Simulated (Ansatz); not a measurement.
## A series of single points on Mg

System: Mg (Fd-3m, 2 atoms in the cell).
Method: DFT, revPBE, plane waves (420 eV) with PAW, scalar-relativistic, no spin polarisation (Ansatz 0.2.0).

The 6 runs differ only in the geometry, by an even scaling of the cell at fixed fractional positions.

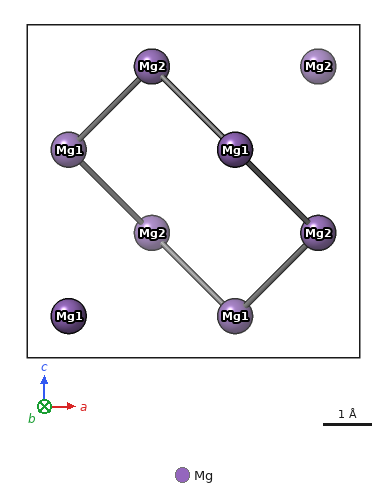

Figure 1. The structure of run 4 (ball-and-stick view of the cell 4 times as large as that of the calculation, set on its symmetry axes, along the b axis; atoms are numbered from 1 in the order of the input).

**Input of run 4**
```yaml
crystal:
  lattice:
    - [0.0, 3.5191754567, 3.5191754567]
    - [3.5191754567, 0.0, 3.5191754567]
    - [3.5191754567, 3.5191754567, 0.0]
  atoms:
    - { symbol: Mg, position: [0.125, 0.125, 0.125] }
    - { symbol: Mg, position: [0.875, 0.875, 0.875] }
hamiltonian:
  xc: revpbe
  pseudopotentials:
    kind: paw
    azcp:
      Mg: "pseudopotentials/Mg.paw.azcp"
basis:
  ecutwfc: 420
  fft_grid_basis: typed
kpoints:
  mp_grid: { grid: [9, 9, 9], shift: [0, 0, 0] }
magnetization:
  spin_polarized: false
scf:
  occupations: { method: fermi_dirac, width: 0.1 }
  lower_state_search: "off"
output:
  stress: true
```

Run 5 differs from it as follows:
```diff
-    - [0.0, 3.5191754567, 3.5191754567]
-    - [3.5191754567, 0.0, 3.5191754567]
-    - [3.5191754567, 3.5191754567, 0.0]
+    - [0.0, 3.5637267109, 3.5637267109]
+    - [3.5637267109, 0.0, 3.5637267109]
+    - [3.5637267109, 3.5637267109, 0.0]
```

**Results, with one run withheld**

```tsv
run	volume per atom (Å³)	free energy per atom, from the lowest run given (meV)	pressure (GPa)
1	38.555	9.78	0.99
2	40.231	2.32	0.45
3	41.907	0.00	0.01
4	43.584	1.88	−0.35
5	45.260	?	?
6	46.936	15.12	−0.87
```

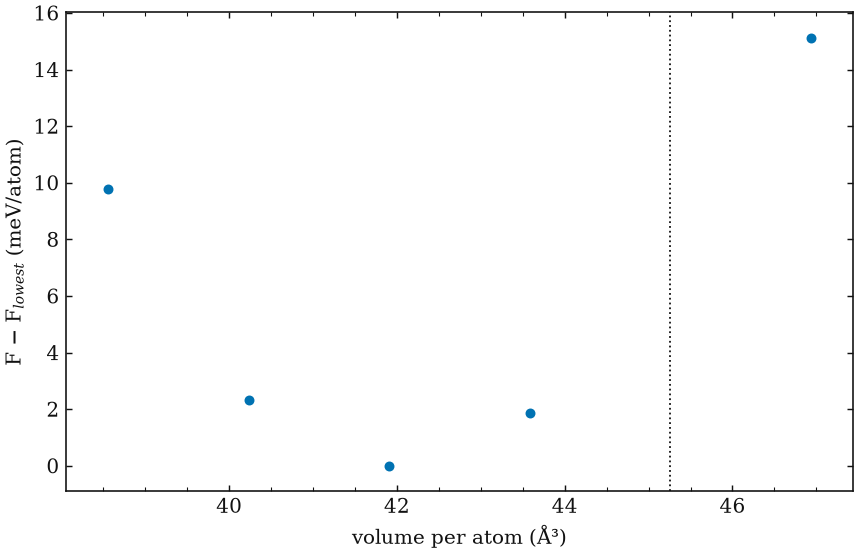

Figure 2. Free energy per atom of the runs given; the dotted line marks run 5.

What should run 5 give?

A cubic polynomial in V^(−2/3) (the Birch–Murnaghan form), fitted to the 5 runs given, misses them by at most 0.01 meV per atom. With x = V^(−2/3) − 0.08266 Å⁻², it reads F = 0.02138 − 157.58 x + 4.2471e+05 x² + 6.9558e+05 x³ (meV per atom). At run 5 it gives 7.13 meV per atom, and the run itself gives 7.14. The slope of the fit gives a pressure −dF/dV of −0.64 GPa there, and the run prints −0.64 GPa. The fit has its minimum at 41.937 Å³ per atom, where V d²F/dV² gives 9.91 GPa: the bulk modulus at this level, since symmetry fixes the shape and the positions.

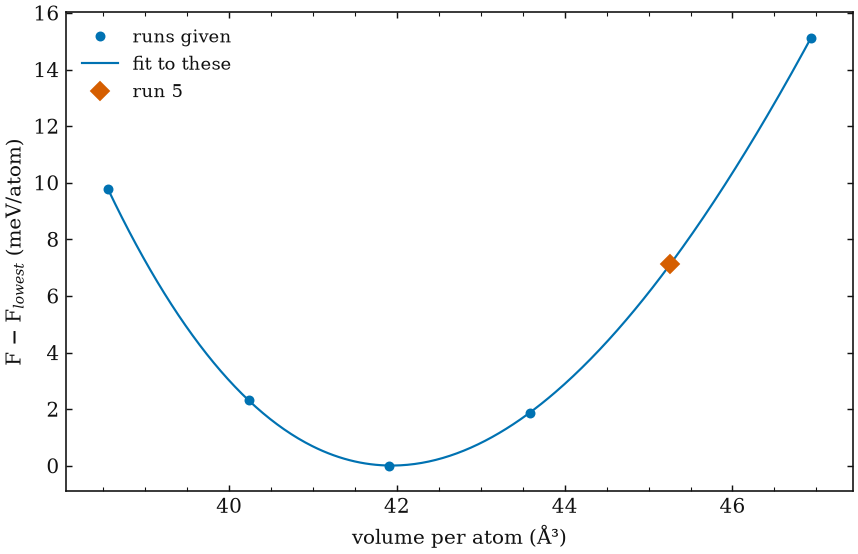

Figure 3. The fit and the withheld run.

**Output, shortened to warnings, some set-up lines, iterations and results (run 5)**
```
Basis set: ecut = 420 eV, 1807 PW (Γ)
Symmetry: 48 space group operations
k-points: 35 of 729
Initial density: superposition of atomic densities (neutral atoms: chi_scale 0, normalization atom), corrected by the library's trained network
[...]
SCF iter   1: F=—  HF=-3850.172669 eV  |F-HF|=—  |Δ(HF+E_count)|=         —  Δρ=1.81e-3  dr2=3.03e-3  ethr=1.77e-3  ⟨swp⟩=5.7  Hψ=2662  notcnv=0
SCF iter   2: F=—  HF=-3850.172497 eV  |F-HF|=—  |Δ(HF+E_count)|=   1.72e-4  Δρ=8.38e-4  dr2=5.59e-4  ethr=1.51e-5  ⟨swp⟩=2.0  Hψ=1125  notcnv=0  defer=1
SCF iter   3: F=—  HF=-3850.172246 eV  |F-HF|=—  |Δ(HF+E_count)|=   2.51e-4  Δρ=2.93e-4  dr2=1.01e-4  ethr=2.80e-6  ⟨swp⟩=2.0  Hψ=835  notcnv=0  defer=1
SCF iter   4: F=—  HF=-3850.172259 eV  |F-HF|=—  |Δ(HF+E_count)|=   1.27e-5  Δρ=1.09e-4  dr2=2.38e-5  ethr=5.03e-7  ⟨swp⟩=2.9  Hψ=747  notcnv=0  defer=1
SCF iter   5: F=—  HF=-3850.172257 eV  |F-HF|=—  |Δ(HF+E_count)|=   2.00e-6  Δρ=2.74e-5  dr2=1.42e-6  ethr=1.19e-7  ⟨swp⟩=1.6  Hψ=509  notcnv=0  defer=1
SCF iter   6: F=-3850.172257 eV  HF=-3850.172257 eV  |F-HF|=3.61e-9  |Δ(HF+E_count)|=   7.93e-8  Δρ=1.78e-6  dr2=8.22e-9  ethr=5.00e-10  ⟨swp⟩=3.0  Hψ=1867  notcnv=0
SCF 1 converged in 6 iterations: F = -3850.172257 eV  dr2 = 8.22e-9
SCF converged after 6 iterations
Free energy (F): -3850.172257 eV
Harris-Foulkes:  -3850.172257 eV  (|F-HF|=3.61e-9)
Internal energy: -3850.126456 eV  (E = F + TS)
E sigma→0 (E₀):  -3850.149357 eV
Entropy (-TS):   -0.045801 eV (-22.900 meV/atom)
Fermi energy:    1.396528 eV
--- Per-component energies (eV) ---
  E_band       = -805.650194
  E_kinetic    = 145.729877
  E_local      = -3895.919924  (includes V_loc(G=0)·N_el)
  E_nonlocal   = 192.871626
  E_hartree    = 1439.201265
  E_xc         = -53.743651
  E_vxc        = -68.962159  (∫ρ·V_xc dr)
  E_paw        = -589.930227  (= ΣΔE_a)
  E_vpaw       = -57.774625  (= ΣTr[D̂ρ^β])
  E_aug_tail   = -0.000008  (compensation charges beyond the density's cutoff)
  E_ewald      = -1088.298688
  E_core_change = -0.036727  (= ΣΔE_core)
  E_smearing   = -0.045801  (= −TS)
  E_closure    = -0.000000  (closes the sum)
  Σ components = -3850.172257   (vs F -3850.172257, Δ=0.00e0)
--- Stress (GPa, compression-positive) ---
       -0.643116      -0.000000       0.000000
       -0.000000      -0.643116      -0.000000
       -0.000000       0.000000      -0.643116
  P = ⅓ Tr σ = -0.6431 GPa (-6.431 kbar)
```
